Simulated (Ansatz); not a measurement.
Ge$_{7}$H$_{2}$ (slab)

```
Ge H
1.0
     3.97523    0.00000    0.00000
     0.00000    7.95046    0.00000
     0.00000    0.00000   22.18917
Ge H
14 4
Direct
  0.00000 0.25000 0.22112
  0.00000 0.75000 0.22112
  0.00000 0.50000 0.28446
  0.00000 0.00000 0.28446
  0.50000 0.50000 0.34780
  0.50000 0.00000 0.34780
  0.50000 0.75408 0.40688
  0.50000 0.24718 0.40371
  0.00000 0.76702 0.46579
  0.00000 0.22891 0.46080
  0.00000 0.99322 0.53626
  0.00000 0.49943 0.51127
  0.50000 0.13534 0.55983
  0.50000 0.43633 0.55983
  0.69143 0.25000 0.17968
  0.30857 0.25000 0.17968
  0.30792 0.75000 0.17942
  0.69208 0.75000 0.17942
```

Changed on purpose from its base cell (Ge13 moved -0.669 A and Ge14 -0.669 A along the normal, the rest relaxed); not relaxed (largest force 1.5 eV/Å).

Theory: DFT LDA, scalar-relativistic, plane waves, PAW in Ansatz 0.2.0.

The density is the valence pseudo-density of a PAW calculation; it isn't the true density close to the nuclei.

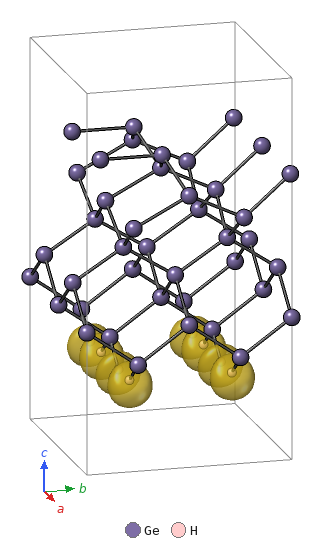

Figure 1. Isosurface of the ELF at 0.85 (yellow), seen slightly off an axis. Only the valence region is drawn (cores and ρ < 0.01 e/Å³ removed). Sticks mark near contacts.

**Where are the electrons localised?**

The ELF exceeds this value in four regions around hydrogen nuclei, counted in one cell of 18 atoms. Counts are for one cell; the picture repeats the cell along the surface.


Ge–H (1.53 Å): the ELF climbs to about 1 towards the hydrogen. Ge–Ge (2.32 Å): the ELF peaks at about 0.70 between the atoms.

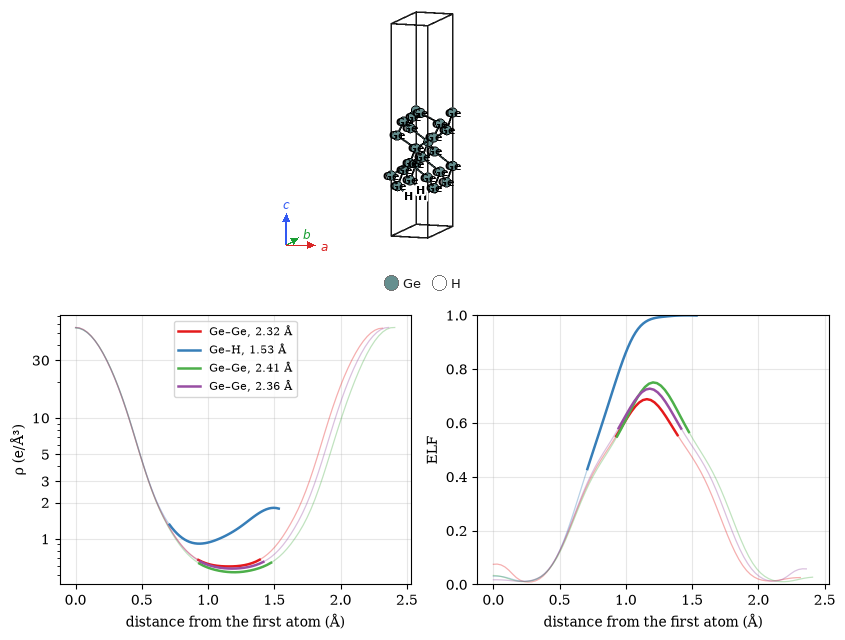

Figure 2. Valence electron density and ELF along straight lines between neighbouring atoms. Thin, pale parts lie inside the atomic spheres. The structure is drawn too.

**What can be read from the curves?**

Ge–Ge (2.32 Å): ρ at the midpoint is about 0.59 e/Å³; the ELF peaks at about 0.70 between the atoms.
Ge–H (1.53 Å): ρ at the midpoint is about 1.1 e/Å³; the ELF climbs to about 1 towards the hydrogen.
Ge–Ge (2.41 Å): ρ at the midpoint is about 0.53 e/Å³; the ELF peaks at about 0.75 between the atoms.
Ge–Ge (2.36 Å): ρ at the midpoint is about 0.57 e/Å³; the ELF peaks at about 0.75 between the atoms.

**Does the calculation make it a metal, or give it a gap?**

It is gapless in this calculation (a metal or semimetal).
